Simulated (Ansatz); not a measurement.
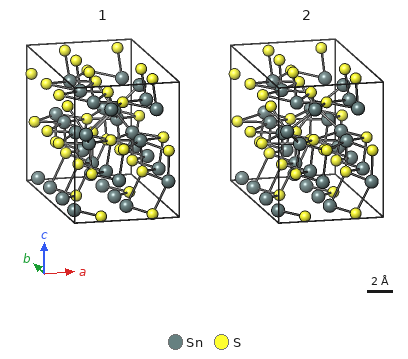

Two geometries of a defect cell of composition Sn$_{17}$S$_{16}$ (cell charge +2), drawn at one scale. One is the start of a relaxation, the other its converged end. A ball-and-stick model of the conventional cell (2 times the calculation's cell) (origin shifted), seen from a free direction. Lengths and directions refer to the drawn axes.

Method: Ansatz, DFT PBE, scalar-relativistic, plane waves, PAW. (plane-wave cutoff 420 eV; k-point mesh 2 × 2 × 2; occupations gaussian; smearing width 0.01 eV; no spin polarisation; atoms relaxed in a fixed cell; force threshold 0.025 eV/Å; at most 45 steps)

> Which one is relaxed?

Structure 2 is the relaxed one. Case: Sn interstitial, charge +2, atoms relaxed at the host's cell. After 12 accepted moves (15 points after the start) the energy has fallen by 0.205 eV per cell of the calculation. Largest force component: 0.34 eV/Å at the start, 0.021 eV/Å at the end. The line search rejected the trial steps at points 5, 11, 13 of the run. The largest moves, 0.63 Å, are those of Sn atoms. Largest moves by element: Sn 0.63 Å, S 0.12 Å. The lattice vectors keep their values. Among the contacts that change: S–Sn 3.434 → 2.769 Å, S–Sn 2.658 → 3.301 Å, S–Sn 3.277 → 2.899 Å, S–Sn 2.706 → 3.018 Å. New bonds form, among them: S–Sn (3.43 → 2.77 Å). Among the angles between lasting bonds that change: Sn–Sn–Sn 114.6° → 86.3°, S–Sn–Sn 138.0° → 153.3°, Sn–Sn–S 179.6° → 166.0°. The run took 6.9 min on 4 threads of Arm Neoverse V1, on a shared host, peak memory 3.5 GiB.

Limits of the set-up: the cell is charged, on a uniform background, and energies carry no finite-size correction.
